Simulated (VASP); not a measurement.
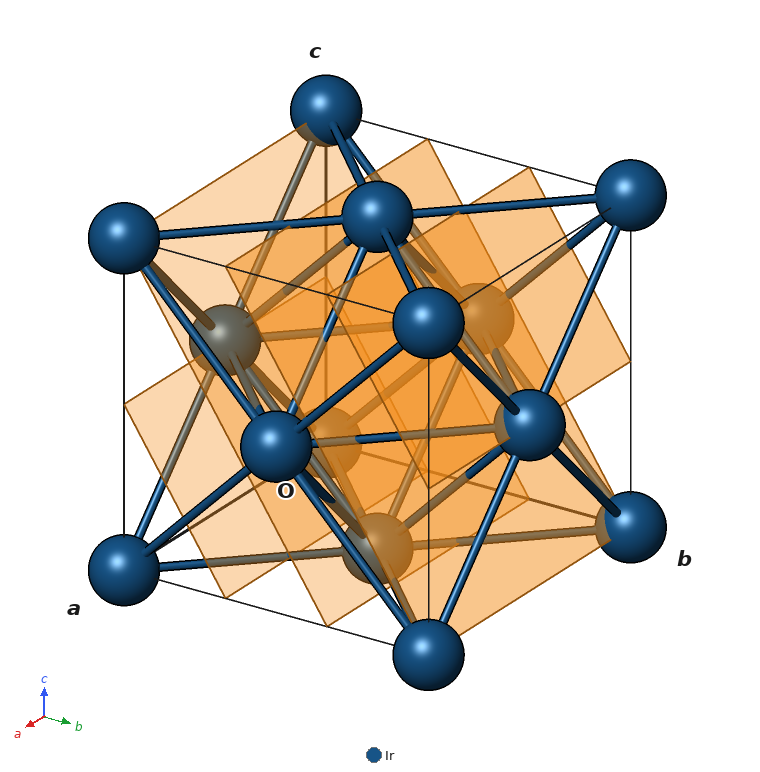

Crystal: Ir, an entry of the Crystallography Open Database, as set up for an electronic-structure calculation. Every member of one family of equally spaced planes, hx + ky + lz = a whole number, that cuts the unit cell is shaded (one member passes through the origin O, touching the cell only at an edge or corner). Geometry calculated from the standardised cell; symmetry tolerance 0.002 Å.

a = 3.831 Å, b = 3.831 Å, c = 3.831 Å, α = 90.00°, β = 90.00°, γ = 90.00°.

What are the Miller indices?

Answer. (0 3 2); the opposite sign names the same planes. The member next to the origin meets the axes a never, b at 1/3, c at 1/2.

What is the spacing?

Answer. d = 1.063 Å.

Which atoms of the cell lie in these planes (within 0.03 Å)?

Answer. 2 of the 4 Ir.
